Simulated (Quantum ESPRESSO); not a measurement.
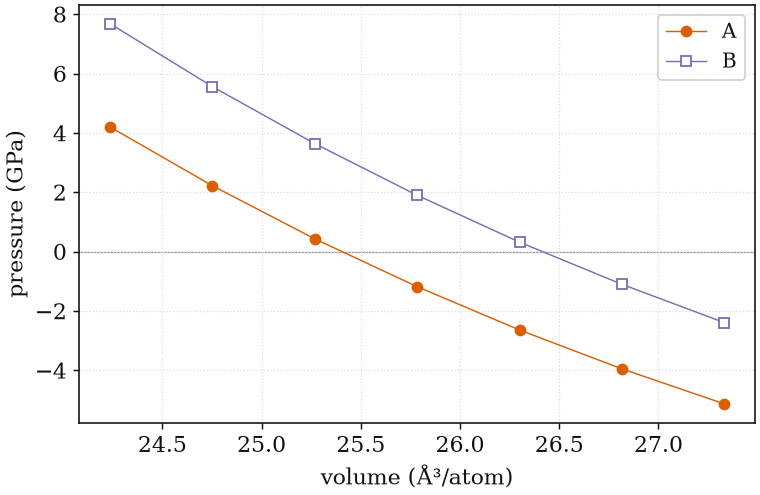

Plotted: pressure against volume, with one curve for each functional, for ZrSe₂ (space group P-3m1). The labels are replaced by letters. In alphabetical order the cases are: PBE; PBEsol.

Calculation (Quantum ESPRESSO 7.5): plane-wave DFT, no spin polarisation; energies at scaled volumes of the given cell, shape and fractions fixed, counted from the fit's minimum, third-order Birch-Murnaghan fit. All runs: no spin polarisation.

k mesh 8×8×5; occupations Fermi–Dirac; smearing width 0.05 eV.

Question: Which letter stands for which functional?

Answer: A: PBEsol; B: PBE.

Note: shape and atomic fractions are frozen while scaling, which makes layered, chain and framework solids too stiff.
